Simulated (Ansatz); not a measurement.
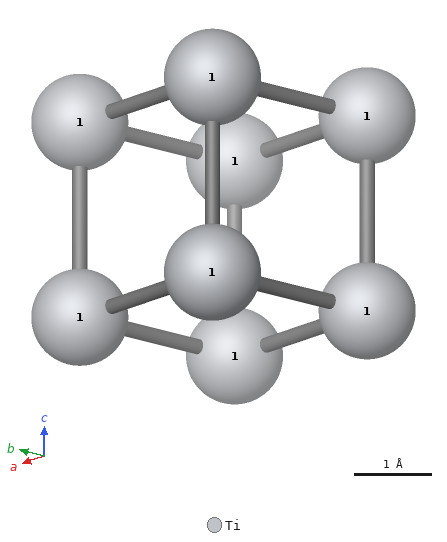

**Figure 1.** The structure as given in the input (ball-and-stick view of the cell of the calculation, seen at an oblique angle; atoms are numbered from 1 in the order of the input). Near neighbours in the crystal (not all of them lie inside the picture): Ti has 6 Ti at 2.67 Å.

Ti: geometry relaxation

Ti (1 atom in the cell), computed with DFT, RPBE, plane waves (420 eV) with PAW, scalar-relativistic, no spin polarisation (Ansatz 0.2.0).

The structure was built on a prototype by a generator; it need not be a known phase. Figures and captions count atoms from 1; the log counts them from 0 in places.

Input file:
```yaml
crystal:
  lattice:
    - [2.6717143674, 0.0, 0.0]
    - [0.0, 2.6717143674, 0.0]
    - [0.0, 0.0, 2.6717143674]
  atoms:
    - { symbol: Ti, position: [0.0, 0.0, 0.0] }
hamiltonian:
  xc: rpbe
  pseudopotentials:
    kind: paw
    azcp:
      Ti: "pseudopotentials/Ti.paw.azcp"
basis:
  ecutwfc: 420
  fft_grid_basis: typed
kpoints:
  mp_grid: { grid: [12, 12, 12], shift: [0, 0, 0] }
magnetization:
  spin_polarized: false
scf:
  occupations: { method: fermi_dirac, width: 0.1 }
relax:
  max_steps: 60
  f_tol: 0.01
  cell: {}
```

Log:
```
Engine: ansatz 0.2.0, aarch64-unknown-linux-gnu
Pseudopotentials: kind: paw
Pseudopotential: Ti, paw, valence charge 12, recommended cutoff 420 eV (normal), [file]
Functional definition: RPBE
  parameter kappa = 0.804
  parameter beta = 0.06672455060314922
  exchange = rpbe_x(kappa = kappa, mu = beta*pi^2/3)
  correlation = pbe_c(beta = beta)
Crystal: 1 atoms, lattice volume = 19.071 Å³
Basis set: ecut = 420 eV, 365 PW (Γ), exchange–correlation on 36×36×36 points (8 copies of the dense FFT grid, shifted against one another)
Bands: 10, of which v1, the nominal top of the filled ones, is band 6 counted from 1 (5 counted from 0)
Symmetry: 48 space group operations
Space group: Pm-3m (ITA 221), of the structure as read, at distance tolerance 2.7e-5 Å
k-points: 84 of 1728
Non-local potential: Ti, projectors of the file, l = 0: 3, l = 1: 2, l = 2: 3, l = 3: 1
PAW form: soft (Blöchl's): semilocal exchange-correlation on the pseudo side does not see the compensation charge
PAW frozen core: Ti, regenerated for the run's functional, and the local potential with it (the file was generated under x = pbe(κ = 0.804, μ = 0.2195149727645171), c = pbe(β = 0.06672455060314922))
PAW one-centre angular grid: Ti, 590 points (default); XC on 64 Gauss nodes
Initial density: superposition of atomic densities (neutral atoms: chi_scale 0, normalization atom), corrected by the library's trained network
Initial wavefunctions: pseudopotential atomic-orbital guess
Functional: x = rpbe, c = pbe(β = 0.06672455060314922)
SCF iter   1: F=—  HF=-2503.226641 eV  |F-HF|=—  |Δ(HF+E_count)|=         —  Δρ=6.35e-3  dr2=6.29e-3  ethr=1.77e-3  ⟨swp⟩=4.6  Hψ=4611  notcnv=0
preconditioner: auto → none  [metal: Δε(μ)=0.026 eV  Ē_g=3.842 eV  σ=0.100 eV  W_gap=0.07  n_scr=6 (ndim 8)  ℏωp=17.0 eV  f_vac=0.000  D(μ)=2.45/eV (n_scr^D=32)  sad-step TF]
SCF iter   2: F=—  HF=-2503.225517 eV  |F-HF|=—  |Δ(HF+E_count)|=   1.12e-3  Δρ=2.46e-3  dr2=7.36e-4  ethr=5.25e-5  ⟨swp⟩=2.0  Hψ=1730  notcnv=0
SCF iter   3: F=—  HF=-2503.225560 eV  |F-HF|=—  |Δ(HF+E_count)|=   4.29e-5  Δρ=6.14e-4  dr2=2.96e-5  ethr=6.13e-6  ⟨swp⟩=2.0  Hψ=1023  notcnv=0
SCF iter   4: F=—  HF=-2503.225678 eV  |F-HF|=—  |Δ(HF+E_count)|=   1.18e-4  Δρ=6.41e-5  dr2=6.59e-7  ethr=2.46e-7  ⟨swp⟩=2.0  Hψ=1042  notcnv=0
iter 5 did not close the SCF: its close was put off for the readings that it lacked (scf_convergence_deferred on its scf_iter line)
SCF iter   5: F=-2503.225679 eV  HF=-2503.225679 eV  |F-HF|=2.33e-8  |Δ(HF+E_count)|=   3.58e-7  Δρ=1.45e-5  dr2=3.30e-8  ethr=5.49e-9  ⟨swp⟩=3.0  Hψ=1376  notcnv=0
SCF iter   6: F=-2503.225679 eV  HF=-2503.225679 eV  |F-HF|=2.63e-10  |Δ(HF+E_count)|=   6.71e-9  Δρ=1.47e-6  dr2=3.63e-10  ethr=2.75e-10  ⟨swp⟩=2.0  Hψ=2696  notcnv=0
SCF 1 converged in 6 iterations: F = -2503.225679 eV  dr2 = 3.63e-10
  greatest PAW one-centre occupation: 0.999 electrons in one spin orbital (limit 2), on the Ti atom at site 0 (counted from 0), in its partial waves of l = 0
relax step   1: F+E_penalty+E_count = -2503.22567856 eV  Δ(F+E_penalty+E_count) = +0.000e0 eV  max|allowed force component| = 0.000e0 eV/Å  Δτ_max = 0.0000 Å  P = +0.479 GPa  Ω = 19.071 Å³  (6 SCF iters, dr2 threshold 1.00e-7 eV, accepted)
Crystal: 1 atoms, lattice volume = 19.200 Å³
Basis set: ecut = 420 eV, 389 PW (Γ), exchange–correlation on 36×36×36 points (8 copies of the dense FFT grid, shifted against one another)
Initial density: handed on by an earlier stage of this run
Initial wavefunctions: those handed on with the density
iter 1 solved again at ethr=9.74e-9 eV; its pass at ethr=3.10e-3 eV (dr2=1.17e-6 eV) is discarded
SCF iter   1: F=—  HF=-2503.225728 eV  |F-HF|=—  |Δ(HF+E_count)|=         —  Δρ=1.28e-4  dr2=6.65e-7  ethr=9.74e-9  ⟨swp⟩=2.0  Hψ=5824  notcnv=0
preconditioner: auto → none  [metal: Δε(μ)=0.014 eV  Ē_g=3.847 eV  σ=0.100 eV  W_gap=0.04  n_scr=6 (ndim 8)  ℏωp=16.9 eV  f_vac=0.000  D(μ)=2.43/eV (n_scr^D=32)]
SCF iter   2: F=—  HF=-2503.225844 eV  |F-HF|=—  |Δ(HF+E_count)|=   1.16e-4  Δρ=7.16e-5  dr2=3.41e-7  ethr=5.55e-9  ⟨swp⟩=2.8  Hψ=1402  notcnv=0
SCF iter   3: F=—  HF=-2503.225845 eV  |F-HF|=—  |Δ(HF+E_count)|=   1.08e-6  Δρ=5.22e-5  dr2=5.14e-7  ethr=2.85e-9  ⟨swp⟩=2.0  Hψ=1401  notcnv=0
SCF iter   4: F=-2503.225845 eV  HF=-2503.225845 eV  |F-HF|=1.84e-10  |Δ(HF+E_count)|=   1.79e-7  Δρ=3.34e-6  dr2=5.23e-10  ethr=8.33e-10  ⟨swp⟩=2.8  Hψ=3140  notcnv=0
SCF 2 converged in 4 iterations: F = -2503.225845 eV  dr2 = 5.23e-10
relax step   2: F+E_penalty+E_count = -2503.22584507 eV  Δ(F+E_penalty+E_count) = -1.665e-4 eV  max|allowed force component| = 0.000e0 eV/Å  Δτ_max = 0.0000 Å  P = -0.013 GPa  Ω = 19.200 Å³  energy of the carried Pulay correction = -2.069e-5 eV  (4 SCF iters, dr2 threshold 1.00e-7 eV, accepted)
Initial wavefunctions: pseudopotential atomic-orbital guess (no wavefunctions were taken with the density)
iter 1 solved again at ethr=7.57e-9 eV; its pass at ethr=3.10e-3 eV (dr2=9.09e-7 eV) is discarded
SCF iter   1: F=—  HF=-2503.225738 eV  |F-HF|=—  |Δ(HF+E_count)|=         —  Δρ=1.03e-4  dr2=4.28e-8  ethr=7.57e-9  ⟨swp⟩=3.1  Hψ=6944  notcnv=0
preconditioner: auto → none  [metal: Δε(μ)=0.014 eV  Ē_g=3.847 eV  σ=0.100 eV  W_gap=0.03  n_scr=6 (ndim 8)  ℏωp=16.9 eV  f_vac=0.000  D(μ)=2.43/eV (n_scr^D=32)]
SCF iter   2: F=—  HF=-2503.225859 eV  |F-HF|=—  |Δ(HF+E_count)|=   1.21e-4  Δρ=5.14e-5  dr2=1.09e-8  ethr=3.56e-10  ⟨swp⟩=2.8  Hψ=1411  notcnv=0
SCF iter   3: F=—  HF=-2503.225861 eV  |F-HF|=—  |Δ(HF+E_count)|=   2.08e-6  Δρ=1.57e-6  dr2=1.25e-10  ethr=9.10e-11  ⟨swp⟩=1.0  Hψ=840  notcnv=0
SCF iter   4: F=—  HF=-2503.225861 eV  |F-HF|=—  |Δ(HF+E_count)|=   1.16e-9  Δρ=4.81e-7  dr2=1.68e-11  ethr=1.00e-12  ⟨swp⟩=5.0  Hψ=3013  notcnv=0
SCF iter   5: F=-2503.225861 eV  HF=-2503.225861 eV  |F-HF|=3.64e-12  |Δ(HF+E_count)|=  1.82e-12  Δρ=2.56e-7  dr2=3.75e-12  ethr=1.00e-12  ⟨swp⟩=4.8  Hψ=2931  notcnv=0
SCF 3 converged in 5 iterations: F = -2503.225861 eV  dr2 = 3.75e-12
relax step   3: F+E_penalty+E_count = -2503.22586112 eV  Δ(F+E_penalty+E_count) = -1.604e-5 eV  max|allowed force component| = 0.000e0 eV/Å  Δτ_max = 0.0000 Å  P = -0.015 GPa  Ω = 19.200 Å³  stress off target by 1.47e-2 GPa  SCF on the basis re-selected at this cell (its energy is not comparable with the rows above)  (5 SCF iters)
```

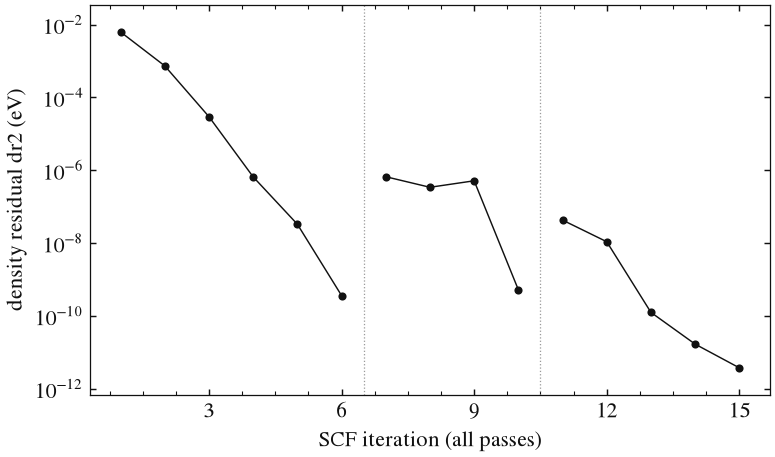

**Figure 2.** Convergence of the self-consistent field: density residual dr2 against the SCF iteration. The dotted lines part the SCF passes of the relaxation: geometry steps, rejected trials and re-solves on a re-selected basis. The passes take 6, 4 and 5 iterations.

```
basis re-selected at this cell: Δ(F+E_penalty+E_count) = -1.604e-5 eV, ΔP = -0.002 GPa vs the last step (what re-selecting the basis moved, of the pressure what is left beyond the Pulay correction that the steps carried, after the strain that the cell walked since its last selection, with what the two solves' SCF thresholds leave and, on support functions, any second-order correction that the steps lacked; it is no measure of the basis error at this ecutwfc). This SCF's stress stands 1.47e-2 GPa from its target on what of the cell is left free (relax.cell.stress_tol is 5.00e-2 GPa) and its largest allowed force component is 0.00e0 eV/Å (relax.f_tol is 1.00e-2 eV/Å): within both
SCF converged after 5 iterations
Free energy (F): -2503.225861 eV
Harris-Foulkes:  -2503.225861 eV  (|F-HF|=3.64e-12)
Internal energy: -2503.148099 eV  (E = F + TS)
E sigma→0 (E₀):  -2503.186980 eV
Entropy (-TS):   -0.077762 eV (-77.762 meV/atom)
Fermi energy:    11.813126 eV
--- Per-component energies (eV) ---
  E_band       = -173.874567
  E_kinetic    = 273.082171
  E_local      = -910.791208  (includes V_loc(G=0)·N_el)
  E_nonlocal   = 9.105920
  E_hartree    = 374.046292
  E_xc         = -97.073632
  E_vxc        = -121.115606  (∫ρ·V_xc dr)
  E_paw        = -1052.913277  (= ΣΔE_a)
  E_vpaw       = -172.248507  (= ΣTr[D̂ρ^β])
  E_aug_tail   = 0.000124  (compensation charges beyond the density's cutoff)
  E_ewald      = -1098.552220
  E_core_change = -0.052270  (= ΣΔE_core)
  E_smearing   = -0.077762  (= −TS)
  E_closure    = -0.000000  (closes the sum)
  Σ components = -2503.225861   (vs F -2503.225861, Δ=0.00e0)
--- Forces (eV/Å), atoms counted from 1 ---
  atom   1  Ti     0.00000000     0.00000000     0.00000000
  max |Σ_I F_I| component: 8.22e-33 eV/Å
--- Stress (GPa, compression-positive) ---
       -0.014747       0.000000       0.000000
        0.000000      -0.014747      -0.000000
        0.000000      -0.000000      -0.014747
  P = ⅓ Tr σ = -0.0147 GPa (-0.147 kbar)
--- Relaxed structure (2 steps of the walk, 2 accepted, 1 SCFs on fresh bases) ---
  F+E_penalty+E_count = -2503.22586112 eV   max|allowed force component| = 0.000e0 eV/Å   (the final SCF, on the basis selected at the relaxed cell)
  cell:  # Å, volume = 19.2002 Å³
    - [2.6777403484233657, 4.81482486096809e-35, 3.209883240645393e-35]
    - [4.81482486096809e-35, 2.6777403484233657, 0.0]
    - [9.62964972193618e-35, 0.0, 2.6777403484233657]
  atoms:
    - { symbol: Ti, position: [0.0, 0.0, 0.0] }
```

Trajectory as extended XYZ (Å, eV, eV/Å), 3 frames, from step=1 to step=3:
```
1
Lattice="2.6717 0.0000 0.0000 0.0000 2.6717 0.0000 0.0000 0.0000 2.6717" Properties=species:S:1:pos:R:3:forces:R:3 step=1 energy=-2503.22568 pressure_GPa=0.48
Ti    0.0000    0.0000    0.0000    0.0000   0.0000   0.0000
1
Lattice="2.6777 0.0000 0.0000 0.0000 2.6777 0.0000 0.0000 0.0000 2.6777" Properties=species:S:1:pos:R:3:forces:R:3 step=2 energy=-2503.22584 pressure_GPa=-0.01
Ti    0.0000    0.0000    0.0000    0.0000   0.0000   0.0000
1
Lattice="2.6777 0.0000 0.0000 0.0000 2.6777 0.0000 0.0000 0.0000 2.6777" Properties=species:S:1:pos:R:3:forces:R:3 step=3 energy=-2503.22586 pressure_GPa=-0.01
Ti    0.0000    0.0000    0.0000    0.0000   0.0000   0.0000
```

Key numbers:

| quantity | value |
| --- | --- |
| outcome | converged |
| space group (tolerance 0.01 Å) | Pm-3m (221) |
| electrons treated | 12 |
| free energy | −2503.2259 eV |
| Fermi energy | 11.813 eV |
| pressure | −0.01 GPa |
| final volume | 19.20 Å³ |
| largest force (length of the vector) at the end | under 0.001 eV/Å |
| final cell | a = 2.678 Å, b = 2.678 Å, c = 2.678 Å, α = 90.00°, β = 90.00°, γ = 90.00° |
| hardware | 2 threads of an Arm (aarch64) CPU, shared host |
| wall time | 2.1 s (CPU time 3.3 s) |
| peak memory | 0.29 GiB |
